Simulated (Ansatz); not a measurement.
The calculation's input:

```
crystal:
  lattice:
    - [-5.5051169764, 5.5051169764, -5.5051169764]
    - [5.5051169764, -5.5051169764, -5.5051169764]
    - [-5.5051169764, -5.5051169764, 5.5051169764]
  atoms:
    - { symbol: Ga, position: [0.0, 0.25, 0.75] }
    - { symbol: Ga, position: [0.75, 0.25, 1.0] }
    - { symbol: Ga, position: [0.4984157007, 0.2360027987, 0.2503578542], spin: 0.091 }
    - { symbol: Ga, position: [0.25, 0.0, 0.75] }
    - { symbol: Ga, position: [0.2377095457, 0.2386828011, 0.4924160321], spin: 0.091 }
    - { symbol: Ga, position: [1.0062002515, 0.9975576407, 1.0050342069], spin: 0.091 }
    - { symbol: Ga, position: [0.75, 0.0, 0.25] }
    - { symbol: Ga, position: [0.5, 0.75, 0.75] }
    - { symbol: Ga, position: [0.5, 0.0, 0.5] }
    - { symbol: Ga, position: [0.25, 0.75, 1.0] }
    - { symbol: Ga, position: [0.0, 0.75, 0.25] }
    - { symbol: Ga, position: [0.75, 0.5, 0.75] }
    - { symbol: Ga, position: [0.75, 0.75, 0.5] }
    - { symbol: Ga, position: [0.5, 0.5, 1.0] }
    - { symbol: Ga, position: [0.2460863437, 0.5059062755, 0.2607673875], spin: 0.091 }
    - { symbol: Ga, position: [0.0, 0.5, 0.5] }
    - { symbol: P, position: [0.0, 0.5, 0.75] }
    - { symbol: P, position: [0.75, 0.5, 0.0] }
    - { symbol: P, position: [0.5029239374, 0.498473134, 0.2527737773], spin: 0.091 }
    - { symbol: P, position: [0.25, 0.25, 0.75] }
    - { symbol: P, position: [0.2471983124, 0.4948163259, 0.4944456459], spin: 0.091 }
    - { symbol: P, position: [-0.0041309947, 0.2466563534, 0.00212143], spin: 0.091 }
    - { symbol: P, position: [0.75, 0.25, 0.25] }
    - { symbol: P, position: [0.5, 0.0, 0.75] }
    - { symbol: P, position: [0.495190753, 0.244908499, 0.5077084617], spin: 0.091 }
    - { symbol: P, position: [0.2633795474, 0.0099364631, 0.0118116716], spin: 0.091 }
    - { symbol: P, position: [0.0065038061, 0.0034596069, 0.2640359357], spin: 0.091 }
    - { symbol: P, position: [0.75, 0.75, 0.75] }
    - { symbol: P, position: [0.75, 0.0, 0.5] }
    - { symbol: P, position: [0.5, 0.75, 0.0] }
    - { symbol: P, position: [0.25, 0.75, 0.25] }
    - { symbol: P, position: [0.0, 0.75, 0.5] }
    - { symbol: P, position: [0.2576507158, 0.2628147377, 0.2590864635], spin: 0.091 }
  host:
    lattice:
      - [0.0, 2.7525584882, 2.7525584882]
      - [2.7525584882, 0.0, 2.7525584882]
      - [2.7525584882, 2.7525584882, 0.0]
    atoms:
      - { symbol: Ga, position: [0.0, 0.0, 0.0] }
      - { symbol: P, position: [0.25, 0.25, 0.25] }
basis:
  ecutwfc: 420
  xc_grid: 2
kpoints:
  mp_grid: { grid: [2, 2, 2], shift: [0.5, 0.5, 0.5] }
hamiltonian:
  xc: pbe
scf:
  occupations: { method: gaussian, width: 0.01 }
output:
  forces: true
  stress: false
  eigenvalues: true
  populations: true
  charged_corrections:
    defect_position: [0.25, 0.25, 0.25]
    epsilon: [[12.8535, 0.0, 0.0], [0.0, 12.8535, 0.0], [0.0, 0.0, 12.8535]]
  write_density: true
  write_potential: true
  elf: true
  volumetric_format: npy
magnetization:
  spin_polarized: true
relax:
  adjacent_minimum: "off"
  f_tol: 0.025
  max_steps: 45
```

Run with:

```sh
ansatz run input.yaml --threads 4 --pin off --max-ram 10240MiB --backend cpu --events-out ev --progress --plain --runs-dir out
```

The fields are those of the run's last geometry, not of the input's.

Spin-polarised.

Theory: DFT PBE, scalar-relativistic, plane waves, PAW in Ansatz.

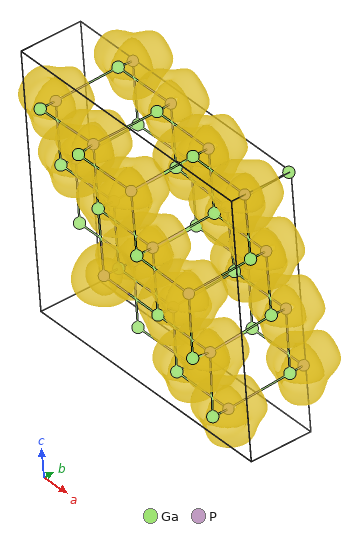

Ga₁₆P₁₇ (cell with a defect). Isosurface of the electron localisation function at 0.7 (yellow), seen slightly off an axis. Only the valence region is drawn (cores and ρ < 0.01 e/Å³ removed). Sticks mark near contacts.

### What do the ELF domains correspond to?

The ELF exceeds this value in 16 regions on P in which the atom's valence shell and bonds are merged and one region wrapped around P (its valence shell), counted in one cell of 33 atoms. Any copies at cell faces, edges or corners count once. Profiles from the grid: Ga–P (2.36 Å): the ELF peaks at about 0.90 between the atoms, as expected for localised, covalent bonding. Ga–P (2.46 Å): the ELF peaks at about 0.90 in the valence shell of P, 0.7 Å from its nucleus, and is about 0.75 at the midpoint.
